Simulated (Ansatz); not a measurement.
# Geometry relaxation of InP (part 1 of 2)

InP (2 atoms in the cell), computed with DFT r2SCAN, scalar-relativistic, plane waves, PAW, no spin polarisation (Ansatz 0.2.0).

The structure derives from an entry of the Crystallography Open Database.

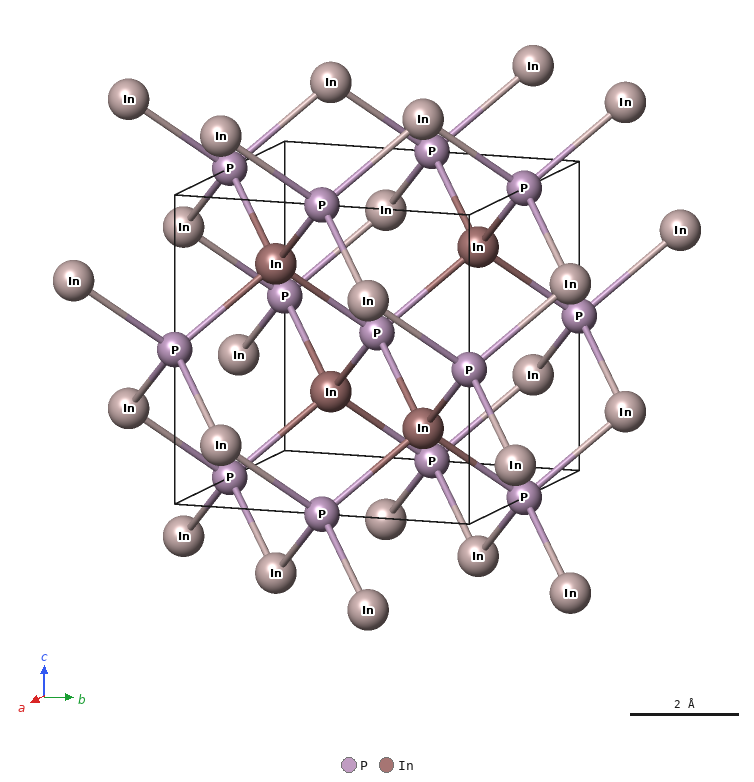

The input geometry (ball-and-stick view of the cell 4 times as large as that of the calculation, set on its symmetry axes, seen slightly off an axis; neighbours outside the cell are drawn fainter). An atom can appear more than once, as a periodic image.

### Input file
```yaml
crystal:
  lattice:
    - [0.0, -2.9305, -2.9305]
    - [2.9305, 0.0, -2.9305]
    - [2.9305, -2.9305, 0.0]
  atoms:
    - { symbol: P, position: [0.5, 0.5, 0.5] }
    - { symbol: In, position: [0.75, 0.75, 0.75] }
basis:
  ecutwfc: 500
kpoints:
  mp_grid: { grid: [8, 8, 8] }
hamiltonian:
  xc: r2scan
scf:
  occupations: { method: gaussian, width: 0.02 }
output:
  forces: true
  stress: true
  eigenvalues: true
  write_density: true
  write_potential: true
  elf: true
  volumetric_format: npy
relax:
  adjacent_minimum: "off"
  f_tol: 0.005
  max_steps: 80
  cell: { stress_tol: 0.05 }
```

Hardware: 2 threads of Intel Xeon @ 2.50GHz (Skylake/Cascade Lake), 189 GiB of memory available, shared host.

Run as:
```bash
ansatz run input.yaml --threads 2 --pin off --max-ram 5120MiB --backend cpu --events-out ev --progress --plain --runs-dir out
```

### Log
```
Engine: ansatz 0.2.0, x86_64-unknown-linux-gnu
Pseudopotentials: kind: paw
Pseudopotential: P, paw, valence charge 5, recommended cutoff 500 eV (meta_gga), P.paw.azcp
Pseudopotential: In, paw, valence charge 13, recommended cutoff 500 eV (meta_gga), In.paw.azcp
Functional definition: r2SCAN
  parameter k0 = 0.174
  parameter k1 = 0.065
  parameter a1 = 4.9479
  exchange = r2scan_x(k0 = k0, k1 = k1, a1 = a1)
  correlation = r2scan_c
Crystal: 2 atoms, lattice volume = 50.333 Å³
Basis set: ecut = 500 eV, 1243 PW (Γ), exchange–correlation on 128×128×128 points (64 copies of the dense FFT grid, shifted against one another)
Bands: 13, of which v1, the nominal top of the filled ones, is band 9 counted from 1 (8 counted from 0)
Symmetry: 24 space group operations
Space group: F-43m (ITA 216), of the structure as read, at distance tolerance 3.7e-5 Å
k-points: 29 of 512 (time reversal used)
Non-local potential: P, projectors of the file, l = 0: 2, l = 1: 2, l = 2: 2
Non-local potential: In, projectors of the file, l = 0: 2, l = 1: 2, l = 2: 2, l = 3: 2
PAW form: soft (Blöchl's): semilocal exchange-correlation on the pseudo side does not see the compensation charge
PAW frozen core: P, regenerated for the run's functional (the file was generated under x = pbe(κ = 0.804, μ = 0.2195149727645171), c = pbe(β = 0.06672455060314922))
PAW frozen core: In, regenerated for the run's functional (the file was generated under x = pbe(κ = 0.804, μ = 0.2195149727645171), c = pbe(β = 0.06672455060314922))
PAW one-centre angular grid: P, 302 points (default); XC on 160 Gauss nodes
PAW one-centre angular grid: In, 590 points (default); XC on 289 of its mesh's 2783 points in the sphere
Initial density: superposition of atomic densities (neutral atoms: chi_scale 0, normalization atom), corrected by the library's trained network
Initial wavefunctions: pseudopotential atomic-orbital guess
Functional: x = r2scan, c = r2scan; τ floored in thin density (d = 2e-4 eV/Å³)
SCF iter   1: F=—  HF=-6371.724090 eV  |F-HF|=—  |Δ(HF+E_count)|=         —  Δρ=6.93e-3  dr2=1.85e-2  dr2_τ=1.12e-2  ethr=1.77e-3  ⟨swp⟩=6.3  Hψ=2605  notcnv=0
preconditioner: auto → none  [insulator: Δε(μ)=1.105 eV  Ē_g=15.567 eV  σ=0.020 eV  W_gap=1.00  n_scr=14 (ndim 8)  ℏωp=22.2 eV  f_vac=0.019  D(μ)=0.00/eV (n_scr^D=0)  ε∞_Penn≈3.0]
SCF iter   2: F=—  HF=-6371.731843 eV  |F-HF|=—  |Δ(HF+E_count)|=   7.75e-3  Δρ=1.83e-3  dr2=1.98e-3  dr2_τ=1.15e-4  ethr=1.03e-4  ⟨swp⟩=3.0  Hψ=1090  notcnv=0
SCF iter   3: F=—  HF=-6371.731813 eV  |F-HF|=—  |Δ(HF+E_count)|=   3.05e-5  Δρ=1.10e-3  dr2=3.59e-4  dr2_τ=1.05e-5  ethr=1.10e-5  ⟨swp⟩=3.0  Hψ=755  notcnv=0
SCF iter   4: F=—  HF=-6371.731908 eV  |F-HF|=—  |Δ(HF+E_count)|=   9.53e-5  Δρ=3.63e-4  dr2=3.97e-5  dr2_τ=7.42e-7  ethr=2.00e-6  ⟨swp⟩=1.8  Hψ=430  notcnv=0
SCF iter   5: F=—  HF=-6371.731918 eV  |F-HF|=—  |Δ(HF+E_count)|=   9.51e-6  Δρ=5.21e-5  dr2=7.98e-7  dr2_τ=2.53e-8  ethr=2.21e-7  ⟨swp⟩=2.4  Hψ=640  notcnv=0
SCF iter   6: F=-6371.731918 eV  HF=-6371.731918 eV  |F-HF|=1.02e-8  |Δ(HF+E_count)|=   2.57e-7  Δρ=8.85e-6  dr2=2.48e-8  dr2_τ=1.05e-9  ethr=5.56e-10  ⟨swp⟩=12.0  Hψ=3018  notcnv=0
SCF 1 converged in 6 iterations: F = -6371.731918 eV  dr2 = 2.48e-8
  greatest PAW one-centre occupation: 0.981 electrons in one spin orbital (limit 2), on the In atom at site 1 (counted from 0), in its partial waves of l = 2
relax step   1: F+E_penalty+E_count = -6371.73191786 eV  Δ(F+E_penalty+E_count) = +0.000e0 eV  max|allowed force component| = 2.591e-16 eV/Å  Δτ_max = 0.0000 Å  P = +1.684 GPa  Ω = 50.333 Å³  (6 SCF iters, dr2 threshold 1.00e-7 eV, accepted)
Crystal: 2 atoms, lattice volume = 51.771 Å³
Basis set: ecut = 500 eV, 1363 PW (Γ), exchange–correlation on 128×128×128 points (64 copies of the dense FFT grid, shifted against one another)
Initial density: handed on by an earlier stage of this run
Initial wavefunctions: those handed on with the density
iter 1 solved again at ethr=3.64e-6 eV; its pass at ethr=3.10e-3 eV (dr2=6.56e-4 eV) is discarded
SCF iter   1: F=—  HF=-6371.725481 eV  |F-HF|=—  |Δ(HF+E_count)|=         —  Δρ=8.50e-4  dr2=6.27e-4  dr2_τ=4.21e-3  ethr=3.64e-6  ⟨swp⟩=2.0  Hψ=2953  notcnv=0
preconditioner: auto → none  [insulator: Δε(μ)=1.030 eV  Ē_g=15.351 eV  σ=0.020 eV  W_gap=1.00  n_scr=14 (ndim 8)  ℏωp=21.9 eV  f_vac=0.021  D(μ)=0.00/eV (n_scr^D=0)  ε∞_Penn≈3.0]
SCF iter   2: F=—  HF=-6371.737706 eV  |F-HF|=—  |Δ(HF+E_count)|=   1.22e-2  Δρ=7.48e-4  dr2=4.68e-4  dr2_τ=4.50e-6  ethr=3.48e-6  ⟨swp⟩=3.0  Hψ=853  notcnv=0
SCF iter   3: F=—  HF=-6371.737653 eV  |F-HF|=—  |Δ(HF+E_count)|=   5.33e-5  Δρ=3.21e-4  dr2=7.26e-5  dr2_τ=2.82e-6  ethr=2.60e-6  ⟨swp⟩=2.0  Hψ=504  notcnv=0
SCF iter   4: F=—  HF=-6371.737640 eV  |F-HF|=—  |Δ(HF+E_count)|=   1.34e-5  Δρ=8.44e-5  dr2=3.52e-6  dr2_τ=5.69e-8  ethr=4.03e-7  ⟨swp⟩=2.8  Hψ=622  notcnv=0
SCF iter   5: F=—  HF=-6371.737640 eV  |F-HF|=—  |Δ(HF+E_count)|=   1.83e-7  Δρ=3.69e-5  dr2=1.06e-6  dr2_τ=9.89e-9  ethr=1.96e-8  ⟨swp⟩=2.1  Hψ=610  notcnv=0
SCF iter   6: F=-6371.737639 eV  HF=-6371.737639 eV  |F-HF|=9.45e-8  |Δ(HF+E_count)|=   2.73e-7  Δρ=1.17e-5  dr2=1.36e-7  dr2_τ=1.45e-9  ethr=1.11e-9  ⟨swp⟩=9.9  Hψ=3315  notcnv=0
SCF 2 converged in 6 iterations: F = -6371.737639 eV  dr2 = 1.36e-7
relax step   2: F+E_penalty+E_count = -6371.73763921 eV  Δ(F+E_penalty+E_count) = -5.721e-3 eV  max|allowed force component| = 1.064e-16 eV/Å  Δτ_max = 0.0000 Å  P = -0.327 GPa  Ω = 51.771 Å³  energy of the carried Pulay correction = -1.347e-4 eV  (6 SCF iters, dr2 threshold 2.00e-7 eV, accepted)
Crystal: 2 atoms, lattice volume = 51.531 Å³
Basis set: ecut = 500 eV, 1291 PW (Γ), exchange–correlation on 128×128×128 points (64 copies of the dense FFT grid, shifted against one another)
iter 1 solved again at ethr=9.69e-8 eV; its pass at ethr=3.10e-3 eV (dr2=1.74e-5 eV) is discarded
SCF iter   1: F=—  HF=-6371.737585 eV  |F-HF|=—  |Δ(HF+E_count)|=         —  Δρ=1.39e-4  dr2=1.74e-5  dr2_τ=1.11e-4  ethr=9.69e-8  ⟨swp⟩=3.1  Hψ=2847  notcnv=0
preconditioner: auto → none  [insulator: Δε(μ)=1.022 eV  Ē_g=15.377 eV  σ=0.020 eV  W_gap=1.00  n_scr=14 (ndim 8)  ℏωp=21.9 eV  f_vac=0.016  D(μ)=0.00/eV (n_scr^D=0)  ε∞_Penn≈3.0]
SCF iter   2: F=—  HF=-6371.737918 eV  |F-HF|=—  |Δ(HF+E_count)|=   3.33e-4  Δρ=1.19e-4  dr2=1.15e-5  dr2_τ=8.98e-8  ethr=9.65e-8  ⟨swp⟩=2.0  Hψ=675  notcnv=0
SCF iter   3: F=—  HF=-6371.737917 eV  |F-HF|=—  |Δ(HF+E_count)|=   8.64e-7  Δρ=5.44e-5  dr2=2.25e-6  dr2_τ=8.37e-8  ethr=6.39e-8  ⟨swp⟩=2.0  Hψ=490  notcnv=0
SCF iter   4: F=-6371.737916 eV  HF=-6371.737916 eV  |F-HF|=3.64e-8  |Δ(HF+E_count)|=   5.88e-7  Δρ=1.38e-5  dr2=9.44e-8  dr2_τ=1.45e-9  ethr=1.11e-9  ⟨swp⟩=11.2  Hψ=3474  notcnv=0
SCF 3 converged in 4 iterations: F = -6371.737916 eV  dr2 = 9.44e-8
relax step   3: F+E_penalty+E_count = -6371.73791614 eV  Δ(F+E_penalty+E_count) = -2.769e-4 eV  max|allowed force component| = 9.252e-17 eV/Å  Δτ_max = 0.0000 Å  P = -0.013 GPa  Ω = 51.531 Å³  energy of the carried Pulay correction = -1.126e-4 eV  (4 SCF iters, dr2 threshold 2.00e-7 eV, accepted)
Initial wavefunctions: pseudopotential atomic-orbital guess (no wavefunctions were taken with the density)
iter 1 solved again at ethr=1.03e-6 eV; its pass at ethr=3.10e-3 eV (dr2=1.85e-4 eV) is discarded
SCF iter   1: F=—  HF=-6371.738034 eV  |F-HF|=—  |Δ(HF+E_count)|=         —  Δρ=2.57e-5  dr2=1.49e-7  dr2_τ=1.17e-7  ethr=1.03e-6  ⟨swp⟩=3.2  Hψ=3583  notcnv=0
eigensolver tolerance schedule: the retry pair's looser diagonalisation over-reported the residual by 1235.99 of it (diagonalisation noise at 0.69 of the residual, at the tolerance the schedule requests for it); recorded, not acted on — ethr = c·dr2/N_el stays at c = 1.0e-1
preconditioner: auto → none  [insulator: Δε(μ)=1.027 eV  Ē_g=15.376 eV  σ=0.020 eV  W_gap=1.00  n_scr=14 (ndim 8)  ℏωp=21.9 eV  f_vac=0.016  D(μ)=0.00/eV (n_scr^D=0)  ε∞_Penn≈3.0]
SCF iter   2: F=—  HF=-6371.738031 eV  |F-HF|=—  |Δ(HF+E_count)|=   3.20e-6  Δρ=9.70e-6  dr2=1.10e-8  dr2_τ=4.25e-9  ethr=8.30e-10  ⟨swp⟩=2.8  Hψ=708  notcnv=0
SCF iter   3: F=—  HF=-6371.738031 eV  |F-HF|=—  |Δ(HF+E_count)|=   4.12e-8  Δρ=4.31e-6  dr2=1.96e-9  dr2_τ=9.27e-10  ethr=6.11e-11  ⟨swp⟩=2.5  Hψ=599  notcnv=0
SCF iter   4: F=-6371.738031 eV  HF=-6371.738031 eV  |F-HF|=8.19e-12  |Δ(HF+E_count)|=   1.05e-8  Δρ=2.36e-7  dr2=1.77e-11  dr2_τ=1.37e-12  ethr=1.00e-12  ⟨swp⟩=6.8  Hψ=2495  notcnv=0
SCF 4 converged in 4 iterations: F = -6371.738031 eV  dr2 = 1.77e-11
relax step   4: F+E_penalty+E_count = -6371.73803090 eV  Δ(F+E_penalty+E_count) = -1.148e-4 eV  max|allowed force component| = 8.789e-17 eV/Å  Δτ_max = 0.0000 Å  P = -0.011 GPa  Ω = 51.531 Å³  stress off target by 1.13e-2 GPa  SCF on the basis re-selected at this cell (its energy is not comparable with the rows above)  (4 SCF iters)
```

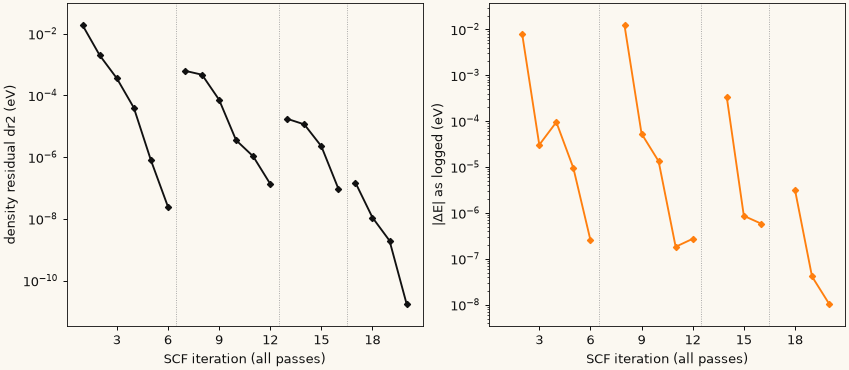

Convergence of the self-consistent field: density residual dr2 and size of the energy change against the SCF iteration. The dotted lines part the SCF passes of the relaxation: geometry steps, rejected trials and re-solves on a re-selected basis. The passes take 6, 6, 4 and 4 iterations.

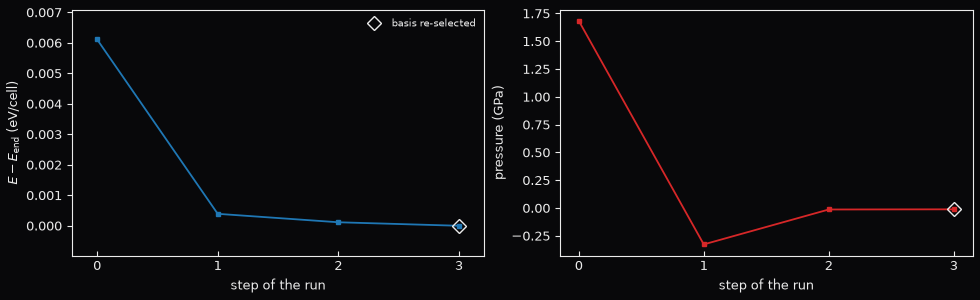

Progress of the relaxation, step by step (the first geometry is step 0 here and step 1 in the log).
